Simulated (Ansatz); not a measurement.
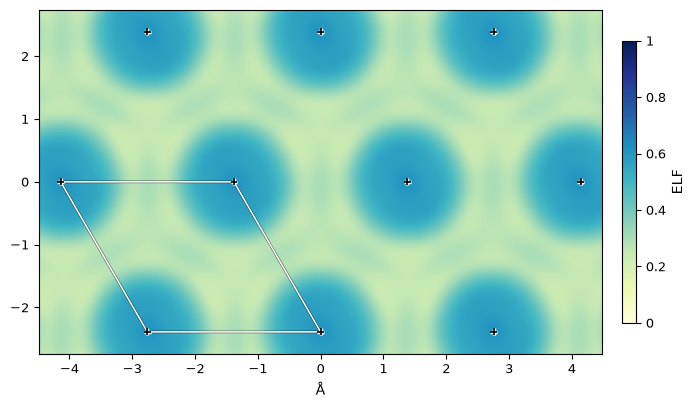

The ELF on a plane through atoms (crosses mark nuclei in the plane).

Method: Ansatz, DFT PBE, scalar-relativistic, plane waves, PAW.

Candidates:
A. Pt, a = 2.76 Å, b = 2.76 Å, c = 9.56 Å, α = 90.00°, β = 90.00°, γ = 120.00°. Space group P2₁/m; a structure from a database of computed crystals, not necessarily the ambient phase; PAW files of the earlier set (soft_1).
B. SiRu$_{4}$ (slab), a = 2.72 Å, b = 2.72 Å, c = 21.87 Å, α = 90.00°, β = 90.00°, γ = 120.00°. Not relaxed (largest force 0.6 eV/Å); computed without spin polarisation; PAW files of the earlier set (soft_1).
C. Ge, a = 5.84 Å, b = 6.06 Å, c = 6.17 Å, α = 109.41°, β = 108.01°, γ = 107.25°. Space group P-1; a structure from a database of computed crystals, not necessarily the ambient phase; changed on purpose from its base cell (engineering shear strain xz -0.0800, engineering shear strain yz -0.0533); not relaxed (largest force 1.0 eV/Å); PAW files of the earlier set (soft_1).

Question: Which candidate gave the map?

Answer: Candidate A: Pt on the (001) plane of the calculation cell, which holds Pt. Pt–Pt (2.76 Å): the ELF is about 0.30 at the midpoint (no shared electron pair shows on this line).
